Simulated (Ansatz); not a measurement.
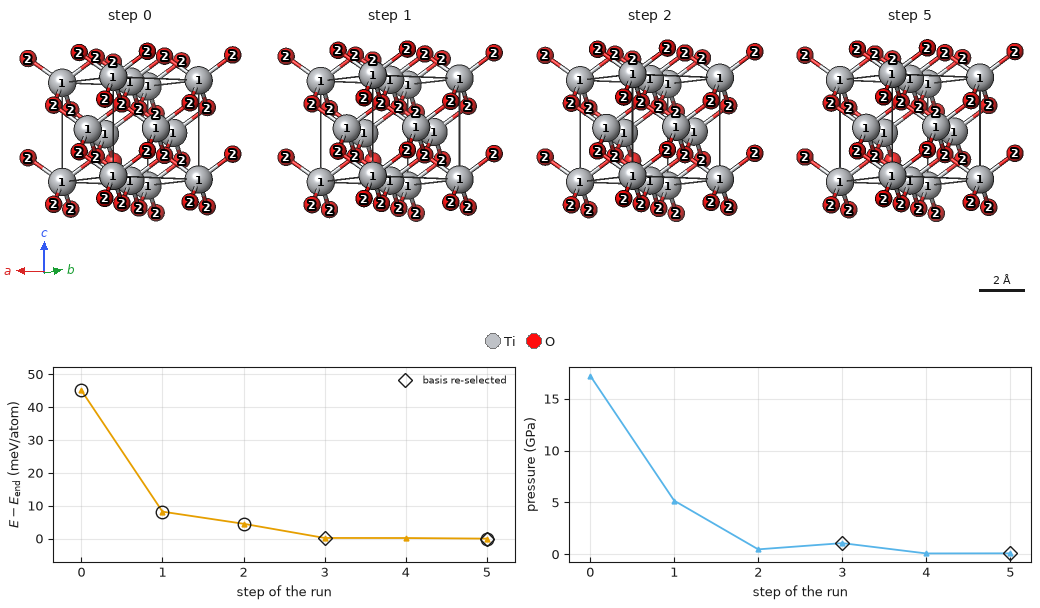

Frames of a relaxation of crystalline TiO (built on the zinc blende type) (coarse preliminary run), marked on the history of the run. Style: ball-and-stick. Shown: the conventional cell (4 times the calculation's cell), from a free direction. Lengths and directions refer to the drawn axes.

The calculation used DFT PBEsol, scalar-relativistic, plane waves, PAW in Ansatz 0.2.0. (plane-wave cutoff 420 eV; k-point mesh 8 × 8 × 8; occupations gaussian; smearing width 0.1 eV; collinear spin; cell and atoms relaxed; force threshold 0.05 eV/Å; at most 80 steps)

**Describe the path.**

The atoms keep their places relative to the cell (all moves are under 0.005 Å). The drawn cell changes as follows: a = b = c 4.463 → 4.579 Å (+2.6 %); the volume changes by +8.0 %. Near-neighbour distances that change, for instance: Ti1–Ti1 3.156 → 3.238 Å, Ti1–O2 1.933 → 1.983 Å. The space group stays F-43m (No. 216). After 3 accepted moves (5 points after the start) the energy has fallen by 45.1 meV per atom. All forces vanish by symmetry, so only the cell relaxes. Pressure: 17.24 GPa at the start and 0.10 GPa at the end. At 2 points the geometry stayed and the basis and grid were re-selected for the new cell (energy shift of 4.3 meV per atom at most each time). The run took 24 s on 1 thread of Intel(R) Xeon(R) Platinum 8259CL CPU @ 2.50GHz (Skylake/Cascade Lake) (shared host), peak memory 0.37 GiB. From step 0 to 1: volume +5.1 %, energy −36.9 meV per atom. From step 1 to 2: volume +2.2 %, energy −3.7 meV per atom. From step 2 to 5: volume +0.5 %, energy −4.5 meV per atom.
